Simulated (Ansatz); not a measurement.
# Ru: geometry relaxation

- system: Ru (1 atom in the cell)
- method: DFT, PBE, PAW with Ansatz's default frozen-core files, scalar-relativistic, no spin polarisation (Ansatz 0.2.0)

The structure was built on a prototype by a generator; it need not be a known phase. It belongs to a series of runs on one base structure; here: cell relaxed at zero pressure.

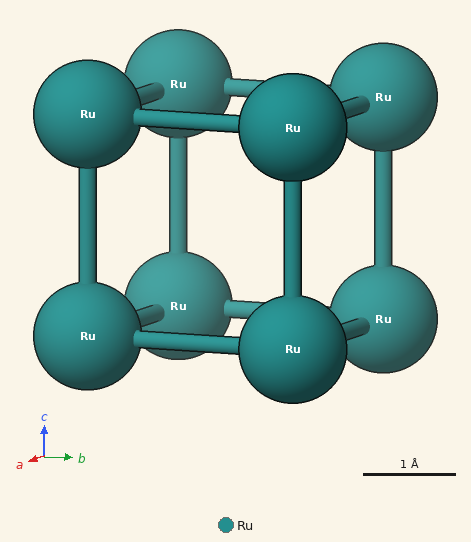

Fig. 1: The structure as given in the input (ball-and-stick view of the cell of the calculation, seen slightly off an axis). Near neighbours in the crystal (not all of them lie inside the picture): Ru has 6 Ru at 2.46 Å.

## Input
```yaml
crystal:
  lattice:
    - [2.4590359101, 0.0, 0.0]
    - [0.0, 2.4590359101, 0.0]
    - [0.0, 0.0, 2.4590359101]
  atoms:
    - { symbol: Ru, position: [0.0, 0.0, 0.0] }
kpoints:
  mp_grid: { grid: [15, 15, 15] }
scf:
  occupations: { method: fermi_dirac, width: 0.1 }
hamiltonian:
  xc: pbe
  pseudopotentials: { kind: paw }
output:
  forces: true
  stress: true
  write_density: true
  write_potential: true
  elf: true
  volumetric_format: npy
relax:
  f_tol: 0.005
  max_steps: 40
  cell: {}
```

Run on 1 thread of Arm Neoverse V1, 24 GiB of memory available, shared host.

Launched with:
```bash
ansatz run input.yaml --threads 1 --pin off --max-ram 2048MiB --backend cpu --events-out ev --progress --plain --runs-dir out
```

## Output
```
Engine: ansatz 0.2.0, aarch64-unknown-linux-gnu
Pseudopotentials: kind: paw
Pseudopotential: Ru, paw, valence charge 16, recommended cutoff 420 eV (normal), Ru.paw.azcp
Functional definition: PBE
  parameter kappa = 0.804
  parameter beta = 0.06672455060314922
  exchange = pbe_x(kappa = kappa, mu = beta*pi^2/3)
  correlation = pbe_c(beta = beta)
Crystal: 1 atoms, lattice volume = 14.869 Å³
Basis set: ecut = 420 eV, 257 PW (Γ), exchange–correlation on 36×36×36 points (8 copies of the dense FFT grid, shifted against one another)
Bands: 12, of which v1, the nominal top of the filled ones, is band 8 counted from 1 (7 counted from 0)
Symmetry: 48 space group operations
Space group: Pm-3m (ITA 221), of the structure as read, at distance tolerance 2.5e-5 Å
k-points: 120 of 3375
Non-local potential: Ru, projectors of the file, l = 0: 3, l = 1: 2, l = 2: 2, l = 3: 1
PAW form: soft (Blöchl's): semilocal exchange-correlation on the pseudo side does not see the compensation charge
PAW one-centre angular grid: Ru, 590 points (default); XC on 64 Gauss nodes
Initial density: superposition of atomic densities (neutral atoms: chi_scale 0, normalization atom), corrected by the library's trained network
Initial wavefunctions: pseudopotential atomic-orbital guess
Functional: x = pbe(κ = 0.804, μ = 0.2195149727645171), c = pbe(β = 0.06672455060314922)
SCF iter   1: F=—  HF=-5877.534551 eV  |F-HF|=—  |Δ(HF+E_count)|=         —  Δρ=8.56e-3  dr2=2.49e-3  ethr=1.77e-3  ⟨swp⟩=5.1  Hψ=8093  notcnv=0
preconditioner: auto → none  [metal: Δε(μ)=0.039 eV  Ē_g=10.781 eV  σ=0.100 eV  W_gap=0.10  n_scr=6 (ndim 8)  ℏωp=27.2 eV  f_vac=0.000  D(μ)=1.36/eV (n_scr^D=18)  sad-step TF]
SCF iter   2: F=—  HF=-5877.534025 eV  |F-HF|=—  |Δ(HF+E_count)|=   5.26e-4  Δρ=4.66e-3  dr2=7.11e-4  ethr=1.56e-5  ⟨swp⟩=2.4  Hψ=3038  notcnv=0
SCF iter   3: F=—  HF=-5877.534339 eV  |F-HF|=—  |Δ(HF+E_count)|=   3.14e-4  Δρ=6.88e-4  dr2=5.97e-5  ethr=4.44e-6  ⟨swp⟩=2.0  Hψ=1646  notcnv=0
SCF iter   4: F=—  HF=-5877.534345 eV  |F-HF|=—  |Δ(HF+E_count)|=   5.75e-6  Δρ=2.21e-4  dr2=3.51e-6  ethr=3.73e-7  ⟨swp⟩=2.0  Hψ=2389  notcnv=0
SCF iter   5: F=—  HF=-5877.534345 eV  |F-HF|=—  |Δ(HF+E_count)|=   2.15e-7  Δρ=4.24e-5  dr2=1.56e-7  ethr=2.20e-8  ⟨swp⟩=2.5  Hψ=2339  notcnv=0
SCF iter   6: F=-5877.534345 eV  HF=-5877.534345 eV  |F-HF|=7.09e-10  |Δ(HF+E_count)|=   2.87e-8  Δρ=4.44e-6  dr2=1.47e-9  ethr=6.25e-10  ⟨swp⟩=7.0  Hψ=7438  notcnv=0
SCF 1 converged in 6 iterations: F = -5877.534345 eV  dr2 = 1.47e-9
  greatest PAW one-centre occupation: 0.999 electrons in one spin orbital (limit 2), on the Ru atom at site 0 (counted from 0), in its partial waves of l = 0
relax step   1: F+E_penalty+E_count = -5877.53434499 eV  Δ(F+E_penalty+E_count) = +0.000e0 eV  max|allowed force component| = 0.000e0 eV/Å  Δτ_max = 0.0000 Å  P = +16.330 GPa  Ω = 14.869 Å³  (6 SCF iters, dr2 threshold 1.00e-7 eV, accepted)
Crystal: 1 atoms, lattice volume = 16.295 Å³
Basis set: ecut = 420 eV, 305 PW (Γ), exchange–correlation on 36×36×36 points (8 copies of the dense FFT grid, shifted against one another)
Initial density: handed on by an earlier stage of this run
Initial wavefunctions: those handed on with the density
iter 1 solved again at ethr=9.69e-6 eV; its pass at ethr=3.10e-3 eV (dr2=1.55e-3 eV) is discarded
SCF iter   1: F=—  HF=-5877.572777 eV  |F-HF|=—  |Δ(HF+E_count)|=         —  Δρ=3.80e-3  dr2=1.55e-3  ethr=9.69e-6  ⟨swp⟩=2.1  Hψ=10163  notcnv=0
preconditioner: auto → none  [metal: Δε(μ)=0.033 eV  Ē_g=9.952 eV  σ=0.100 eV  W_gap=0.08  n_scr=6 (ndim 8)  ℏωp=26.0 eV  f_vac=0.000  D(μ)=1.56/eV (n_scr^D=18)]
SCF iter   2: F=—  HF=-5877.572766 eV  |F-HF|=—  |Δ(HF+E_count)|=   1.08e-5  Δρ=2.01e-3  dr2=2.33e-4  ethr=9.69e-6  ⟨swp⟩=2.0  Hψ=1884  notcnv=0
SCF iter   3: F=—  HF=-5877.572817 eV  |F-HF|=—  |Δ(HF+E_count)|=   5.08e-5  Δρ=7.91e-4  dr2=4.19e-5  ethr=1.46e-6  ⟨swp⟩=2.6  Hψ=2444  notcnv=0
SCF iter   4: F=—  HF=-5877.572887 eV  |F-HF|=—  |Δ(HF+E_count)|=   7.04e-5  Δρ=4.72e-5  dr2=1.70e-7  ethr=2.62e-7  ⟨swp⟩=2.5  Hψ=1907  notcnv=0
SCF iter   5: F=-5877.572887 eV  HF=-5877.572887 eV  |F-HF|=1.11e-9  |Δ(HF+E_count)|=   1.52e-7  Δρ=7.16e-6  dr2=2.13e-9  ethr=6.25e-10  ⟨swp⟩=7.1  Hψ=7525  notcnv=0
SCF 2 converged in 5 iterations: F = -5877.572887 eV  dr2 = 2.13e-9
relax step   2: F+E_penalty+E_count = -5877.57288707 eV  Δ(F+E_penalty+E_count) = -3.854e-2 eV  max|allowed force component| = 0.000e0 eV/Å  Δτ_max = 0.0000 Å  P = -5.642 GPa  Ω = 16.295 Å³  energy of the carried Pulay correction = -6.902e-4 eV  (5 SCF iters, dr2 threshold 1.00e-7 eV, accepted)
Crystal: 1 atoms, lattice volume = 15.904 Å³
iter 1 solved again at ethr=1.24e-6 eV; its pass at ethr=3.10e-3 eV (dr2=1.98e-4 eV) is discarded
SCF iter   1: F=—  HF=-5877.580910 eV  |F-HF|=—  |Δ(HF+E_count)|=         —  Δρ=1.12e-3  dr2=1.50e-4  ethr=1.24e-6  ⟨swp⟩=2.0  Hψ=10001  notcnv=0
preconditioner: auto → none  [metal: Δε(μ)=0.017 eV  Ē_g=10.156 eV  σ=0.100 eV  W_gap=0.04  n_scr=6 (ndim 8)  ℏωp=26.3 eV  f_vac=0.000  D(μ)=1.50/eV (n_scr^D=18)]
SCF iter   2: F=—  HF=-5877.580892 eV  |F-HF|=—  |Δ(HF+E_count)|=   1.74e-5  Δρ=5.67e-4  dr2=1.87e-5  ethr=9.40e-7  ⟨swp⟩=2.1  Hψ=1928  notcnv=0
SCF iter   3: F=—  HF=-5877.580935 eV  |F-HF|=—  |Δ(HF+E_count)|=   4.29e-5  Δρ=2.37e-4  dr2=3.27e-6  ethr=1.17e-7  ⟨swp⟩=2.7  Hψ=2433  notcnv=0
SCF iter   4: F=—  HF=-5877.580936 eV  |F-HF|=—  |Δ(HF+E_count)|=   1.39e-6  Δρ=8.38e-5  dr2=3.82e-7  ethr=2.04e-8  ⟨swp⟩=1.0  Hψ=1440  notcnv=0
SCF iter   5: F=-5877.580937 eV  HF=-5877.580937 eV  |F-HF|=5.38e-9  |Δ(HF+E_count)|=   1.96e-7  Δρ=1.39e-5  dr2=1.07e-8  ethr=6.25e-10  ⟨swp⟩=7.0  Hψ=7431  notcnv=0
SCF 3 converged in 5 iterations: F = -5877.580937 eV  dr2 = 1.07e-8
relax step   3: F+E_penalty+E_count = -5877.58093669 eV  Δ(F+E_penalty+E_count) = -8.050e-3 eV  max|allowed force component| = 0.000e0 eV/Å  Δτ_max = 0.0000 Å  P = -0.681 GPa  Ω = 15.904 Å³  energy of the carried Pulay correction = -5.070e-4 eV  (5 SCF iters, dr2 threshold 1.00e-7 eV, accepted)
Crystal: 1 atoms, lattice volume = 15.853 Å³
iter 1 solved again at ethr=1.39e-8 eV; its pass at ethr=3.10e-3 eV (dr2=2.23e-6 eV) is discarded
SCF iter   1: F=—  HF=-5877.581026 eV  |F-HF|=—  |Δ(HF+E_count)|=         —  Δρ=1.51e-4  dr2=2.46e-6  ethr=1.39e-8  ⟨swp⟩=2.0  Hψ=9510  notcnv=0
preconditioner: auto → none  [metal: Δε(μ)=0.020 eV  Ē_g=10.186 eV  σ=0.100 eV  W_gap=0.05  n_scr=6 (ndim 8)  ℏωp=26.4 eV  f_vac=0.000  D(μ)=1.49/eV (n_scr^D=18)]
SCF iter   2: F=—  HF=-5877.581066 eV  |F-HF|=—  |Δ(HF+E_count)|=   4.06e-5  Δρ=7.95e-5  dr2=3.52e-7  ethr=1.39e-8  ⟨swp⟩=2.0  Hψ=1928  notcnv=0
SCF iter   3: F=-5877.581066 eV  HF=-5877.581066 eV  |F-HF|=2.19e-8  |Δ(HF+E_count)|=   5.77e-8  Δρ=3.11e-5  dr2=6.20e-8  ethr=6.25e-10  ⟨swp⟩=7.1  Hψ=7567  notcnv=0
SCF 4 converged in 3 iterations: F = -5877.581066 eV  dr2 = 6.20e-8
relax step   4: F+E_penalty+E_count = -5877.58106648 eV  Δ(F+E_penalty+E_count) = -1.298e-4 eV  max|allowed force component| = 0.000e0 eV/Å  Δτ_max = 0.0000 Å  P = +0.008 GPa  Ω = 15.853 Å³  energy of the carried Pulay correction = -4.832e-4 eV  (3 SCF iters, dr2 threshold 1.00e-7 eV, accepted)
Initial wavefunctions: pseudopotential atomic-orbital guess (no wavefunctions were taken with the density)
iter 1 solved again at ethr=6.39e-9 eV; its pass at ethr=3.10e-3 eV (dr2=1.02e-6 eV) is discarded
SCF iter   1: F=—  HF=-5877.581364 eV  |F-HF|=—  |Δ(HF+E_count)|=         —  Δρ=2.62e-4  dr2=8.03e-7  ethr=6.39e-9  ⟨swp⟩=3.2  Hψ=12404  notcnv=0
preconditioner: auto → none  [metal: Δε(μ)=0.021 eV  Ē_g=10.186 eV  σ=0.100 eV  W_gap=0.05  n_scr=6 (ndim 8)  ℏωp=26.4 eV  f_vac=0.000  D(μ)=1.49/eV (n_scr^D=18)]
SCF iter   2: F=—  HF=-5877.581420 eV  |F-HF|=—  |Δ(HF+E_count)|=   5.62e-5  Δρ=1.30e-4  dr2=1.72e-7  ethr=5.02e-9  ⟨swp⟩=2.2  Hψ=2420  notcnv=0
SCF iter   3: F=—  HF=-5877.581424 eV  |F-HF|=—  |Δ(HF+E_count)|=   4.72e-6  Δρ=2.93e-5  dr2=4.03e-8  ethr=1.08e-9  ⟨swp⟩=2.3  Hψ=1885  notcnv=0
SCF iter   4: F=—  HF=-5877.581425 eV  |F-HF|=—  |Δ(HF+E_count)|=   1.91e-7  Δρ=3.29e-6  dr2=3.86e-10  ethr=2.52e-10  ⟨swp⟩=3.0  Hψ=2449  notcnv=0
SCF iter   5: F=-5877.581425 eV  HF=-5877.581425 eV  |F-HF|=1.82e-12  |Δ(HF+E_count)|=   1.41e-9  Δρ=2.10e-7  dr2=1.92e-12  ethr=1.00e-12  ⟨swp⟩=3.8  Hψ=6830  notcnv=0
SCF 5 converged in 5 iterations: F = -5877.581425 eV  dr2 = 1.92e-12
relax step   5: F+E_penalty+E_count = -5877.58142462 eV  Δ(F+E_penalty+E_count) = -3.581e-4 eV  max|allowed force component| = 0.000e0 eV/Å  Δτ_max = 0.0000 Å  P = -0.023 GPa  Ω = 15.853 Å³  stress off target by 2.30e-2 GPa  SCF on the basis re-selected at this cell (its energy is not comparable with the rows above)  (5 SCF iters)
```

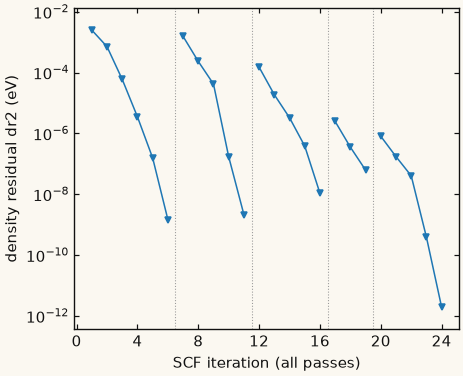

Fig. 2: Convergence of the self-consistent field: density residual dr2 against the SCF iteration. The dotted lines part the SCF passes of the relaxation: geometry steps, rejected trials and re-solves on a re-selected basis. The 5 passes take 3 to 6 iterations each, 24 in all.

```
basis re-selected at this cell: Δ(F+E_penalty+E_count) = -3.581e-4 eV, ΔP = -0.031 GPa vs the last step (what re-selecting the basis moved, of the pressure what is left beyond the Pulay correction that the steps carried, after the strain that the cell walked since its last selection, with what the two solves' SCF thresholds leave and, on support functions, any second-order correction that the steps lacked; it is no measure of the basis error at this ecutwfc). This SCF's stress stands 2.30e-2 GPa from its target on what of the cell is left free (relax.cell.stress_tol is 5.00e-2 GPa) and its largest allowed force component is 0.00e0 eV/Å (relax.f_tol is 5.00e-3 eV/Å): within both
SCF converged after 5 iterations
Free energy (F): -5877.581425 eV
Harris-Foulkes:  -5877.581425 eV  (|F-HF|=1.82e-12)
Internal energy: -5877.532572 eV  (E = F + TS)
E sigma→0 (E₀):  -5877.556998 eV
Entropy (-TS):   -0.048852 eV (-48.852 meV/atom)
Fermi energy:    19.636519 eV
--- Per-component energies (eV) ---
  E_band       = -111.386559
  E_kinetic    = 515.264964
  E_local      = -1499.463479  (includes V_loc(G=0)·N_el)
  E_nonlocal   = 345.547530
  E_hartree    = 494.293850
  E_xc         = -189.617442
  E_vxc        = -237.937774  (∫ρ·V_xc dr)
  E_paw        = -3461.817515  (= ΣΔE_a)
  E_vpaw       = -223.385350  (= ΣTr[D̂ρ^β])
  E_aug_tail   = -0.000171  (compensation charges beyond the density's cutoff)
  E_ewald      = -2081.740308
  E_smearing   = -0.048852  (= −TS)
  E_closure    = 0.000000  (closes the sum)
  Σ components = -5877.581425   (vs F -5877.581425, Δ=0.00e0)
--- Forces (eV/Å), atoms counted from 1 ---
  atom   1  Ru     0.00000000    -0.00000000     0.00000000
  max |Σ_I F_I| component: 1.44e-32 eV/Å
--- Stress (GPa, compression-positive) ---
       -0.022975      -0.000000       0.000000
       -0.000000      -0.022975      -0.000000
        0.000000      -0.000000      -0.022975
  P = ⅓ Tr σ = -0.0230 GPa (-0.230 kbar)
--- Band table (eV; the first three rows and the last of 120) ---
  k-point 0: bands = ["-53.3125", "-22.7400", "-22.7400", "-22.7400", "12.5241", "14.3260", "14.3260", "21.2448", "21.2448", "21.2448", "36.1646", "36.1646"]
  k-point 1: bands = ["-53.3069", "-22.7875", "-22.7360", "-22.7360", "12.6593", "14.3557", "14.4634", "21.1040", "21.1040", "21.2555", "35.3517", "36.4130"]
  k-point 2: bands = ["-53.2911", "-22.9203", "-22.7247", "-22.7247", "13.0218", "14.4410", "14.8927", "20.7254", "20.7254", "21.2860", "33.6295", "37.1068"]
  k-point 119: bands = ["-52.9354", "-23.5136", "-23.5124", "-23.5124", "14.9564", "15.0127", "15.0127", "23.1114", "23.1114", "28.9288", "31.6786", "32.4017"]
--- Relaxed structure (4 steps of the walk, 4 accepted, 1 SCFs on fresh bases) ---
  F+E_penalty+E_count = -5877.58142462 eV   max|allowed force component| = 0.000e0 eV/Å   (the final SCF, on the basis selected at the relaxed cell)
  cell:  # Å, volume = 15.8533 Å³
    - [2.512118318138651, -7.46297853450054e-34, 5.376554428081033e-34]
    - [-1.2598791719533168e-33, 2.512118318138651, 0.0]
    - [7.944461020597348e-34, 0.0, 2.512118318138651]
  atoms:
    - { symbol: Ru, position: [0.0, 0.0, 0.0] }
```

## File rho_z.tsv
```
# z_ang	rho[e/angstrom^3]
# format = ansatz-planar-average/11
# lattice	2.512118318	-0.000000000	0.000000000
# lattice	-0.000000000	2.512118318	0.000000000
# lattice	0.000000000	0.000000000	2.512118318
# sites	1
# site	44	0.000000000	0.000000000	0.000000000
0.000000	2.221314e0
0.139562	2.119938e0
0.279124	1.830913e0
0.418686	1.411597e0
0.558249	9.694179e-1
0.697811	6.128560e-1
0.837373	3.924775e-1
0.976935	2.849987e-1
1.116497	2.381691e-1
1.256059	2.244893e-1
1.395621	2.381691e-1
1.535183	2.849987e-1
1.674746	3.924775e-1
1.814308	6.128560e-1
1.953870	9.694179e-1
2.093432	1.411597e0
2.232994	1.830913e0
2.372556	2.119938e0
```

## File v_z.tsv
```
# z_ang	v_es[eV]	v_tot[eV]
# format = ansatz-planar-average/11
# xc	pbe
# density_cutoff_ev	1680
# datasets	Ru=:simpson_from_first_knot:soft
# lattice	2.512118318	-0.000000000	0.000000000
# lattice	-0.000000000	2.512118318	0.000000000
# lattice	0.000000000	0.000000000	2.512118318
# sites	1
# site	44	0.000000000	0.000000000	0.000000000
0.000000	-9.016556e0	-2.535882e1
0.139562	-7.806641e0	-2.395927e1
0.279124	-4.391128e0	-1.996819e1
0.418686	6.492714e-1	-1.397655e1
0.558249	6.470757e0	-6.924553e0
0.697811	1.203037e1	-3.394440e-2
0.837373	1.632867e1	5.445606e0
0.976935	1.890923e1	8.829591e0
1.116497	2.017271e1	1.039335e1
1.256059	2.057610e1	1.080907e1
1.395621	2.017271e1	1.039335e1
1.535183	1.890923e1	8.829591e0
1.674746	1.632867e1	5.445606e0
1.814308	1.203037e1	-3.394440e-2
1.953870	6.470757e0	-6.924553e0
2.093432	6.492714e-1	-1.397655e1
2.232994	-4.391128e0	-1.996819e1
2.372556	-7.806641e0	-2.395927e1
```

## Trajectory as extended XYZ (Å, eV, eV/Å), 5 frames, from step=1 to step=5
```
1
Lattice="2.4590 0.0000 0.0000 0.0000 2.4590 0.0000 0.0000 0.0000 2.4590" Properties=species:S:1:pos:R:3:forces:R:3 step=1 energy=-5877.53435 pressure_GPa=16.33
Ru    0.0000    0.0000    0.0000    0.0000   0.0000   0.0000
1
Lattice="2.5352 0.0000 0.0000 0.0000 2.5352 0.0000 0.0000 0.0000 2.5352" Properties=species:S:1:pos:R:3:forces:R:3 step=2 energy=-5877.57289 pressure_GPa=-5.64
Ru    0.0000    0.0000    0.0000    0.0000   0.0000   0.0000
1
Lattice="2.5148 0.0000 0.0000 0.0000 2.5148 0.0000 0.0000 0.0000 2.5148" Properties=species:S:1:pos:R:3:forces:R:3 step=3 energy=-5877.58094 pressure_GPa=-0.68
Ru    0.0000    0.0000    0.0000    0.0000   0.0000   0.0000
1
Lattice="2.5121 0.0000 0.0000 0.0000 2.5121 0.0000 0.0000 0.0000 2.5121" Properties=species:S:1:pos:R:3:forces:R:3 step=4 energy=-5877.58107 pressure_GPa=0.01
Ru    0.0000    0.0000    0.0000    0.0000   0.0000   0.0000
1
Lattice="2.5121 0.0000 0.0000 0.0000 2.5121 0.0000 0.0000 0.0000 2.5121" Properties=species:S:1:pos:R:3:forces:R:3 step=5 energy=-5877.58143 pressure_GPa=-0.02
Ru    0.0000    0.0000    0.0000    0.0000   0.0000   0.0000
```

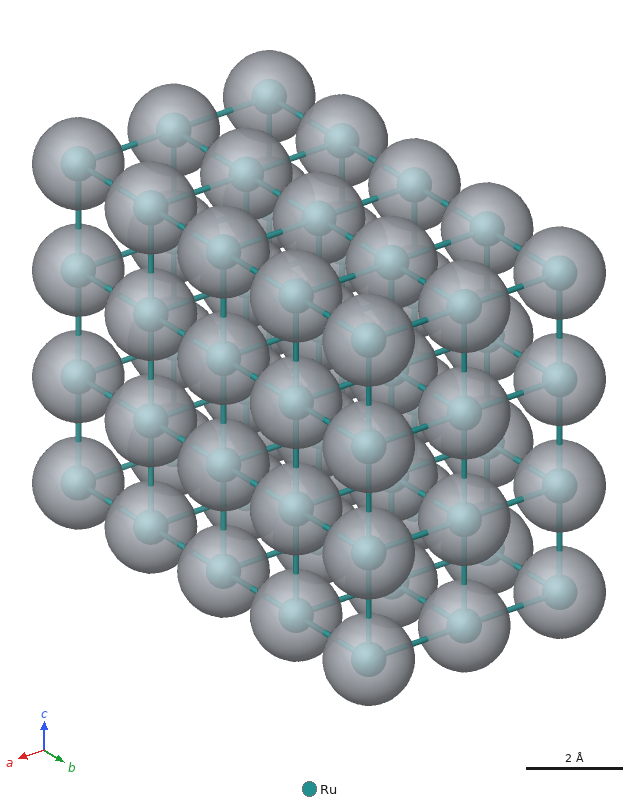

Fig. 3: Isosurface of the valence charge density (pseudo) at 0.8 e/Å³ (grey), seen at an oblique angle. Sticks mark near contacts. The outline is the cell set on symmetry axes. At this value the density breaks into separate islands; it holds about 75 % of the electrons treated as valence (semicore included). It is pinched off along the Ru–Ru (2.51 Å) contacts. On the grid the lowest density along these lines, outside the cores, is 0.52 e/Å³ (Ru–Ru, 2.51 Å). Core electrons are frozen (PAW), so the fields are smoothed inside the atomic spheres.

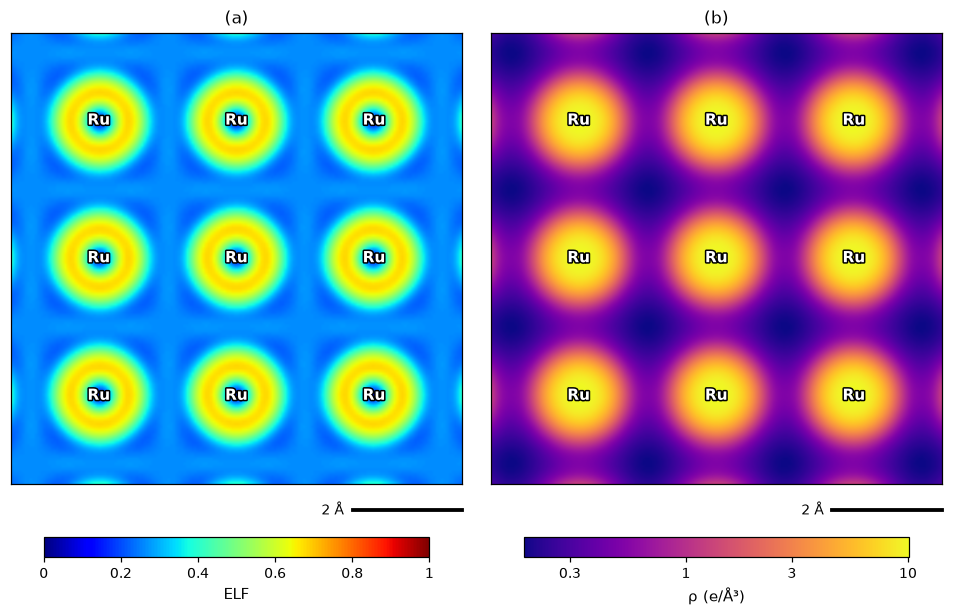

Fig. 4: (a) ELF; (b) valence charge density (pseudo) on the (100) plane of the conventional cell. The section cuts through Ru sites. Ru–Ru (2.51 Å): ρ is about 0.52 e/Å³ halfway; the ELF is about 0.25 at the midpoint (no localised pair between them). Away from the nuclei the density in this plane falls to 0.19 e/Å³ at its lowest. The strong features right at Ru lie inside the PAW spheres (semicore, d or f shells) and say nothing about bonding.

## Summary

| quantity | value |
| --- | --- |
| outcome | converged |
| space group (tolerance 0.01 Å) | Pm-3m (221) |
| electrons treated | 16 |
| free energy | −5877.5814 eV |
| Fermi energy | 19.637 eV |
| pressure | −0.02 GPa |
| final volume | 15.85 Å³ |
| largest force (length of the vector) at the end | under 0.001 eV/Å |
| final cell | a = 2.512 Å, b = 2.512 Å, c = 2.512 Å, α = 90.00°, β = 90.00°, γ = 90.00° |
| wall time | 7.5 s |
| peak memory | 0.29 GiB |
